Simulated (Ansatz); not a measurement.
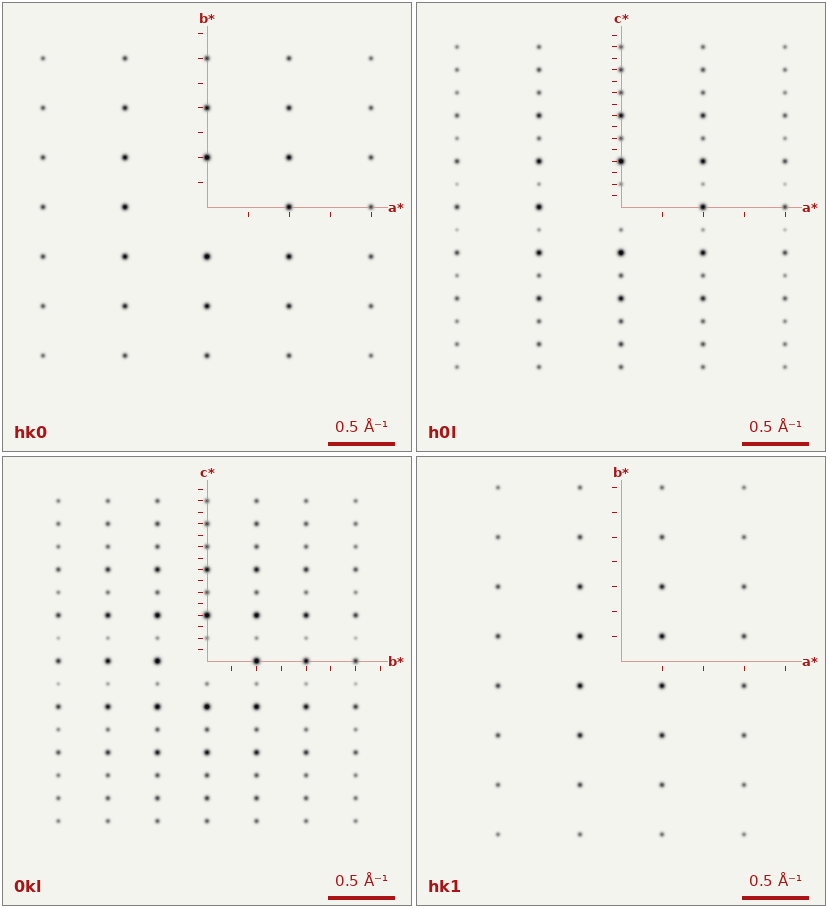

Simulated precession-type sections (X-rays; kinematic intensities, B = 0.5 Å²). The ticks mark integer indices of the conventional cell.

The compound is Mg. Structure: the end point of a relaxation with DFT PBE, scalar-relativistic, plane waves, PAW in Ansatz; the starting structure was generated, so it need not be a known form of this composition.

### What cell do the layers give?

a* = 0.312, b* = 0.188, c* = 0.087 Å⁻¹; the cell is orthorhombic with a = 3.21 Å, b = 5.31 Å, c = 11.50 Å.

### List the systematic absences.

Reflections are present only under these conditions. hkl: h + k = 2n, h + l = 2n; hk0: h = 2n, k = 2n; h0l: h = 2n, l = 2n; 0kl: k = 2n, l = 2n; h00: h = 2n; 0k0: k = 2n; 00l: l = 2n. The lattice is face-centred (F).

### Which space groups fit?

The intensities have Laue symmetry mmm (the hk0 layer shows 2mm, hk1 shows 2mm). With these conditions the candidates are F222 (No. 22), Fmm2 (No. 42), Fmmm (No. 69). Diffraction geometry alone does not choose among them; the structure has Fmmm.
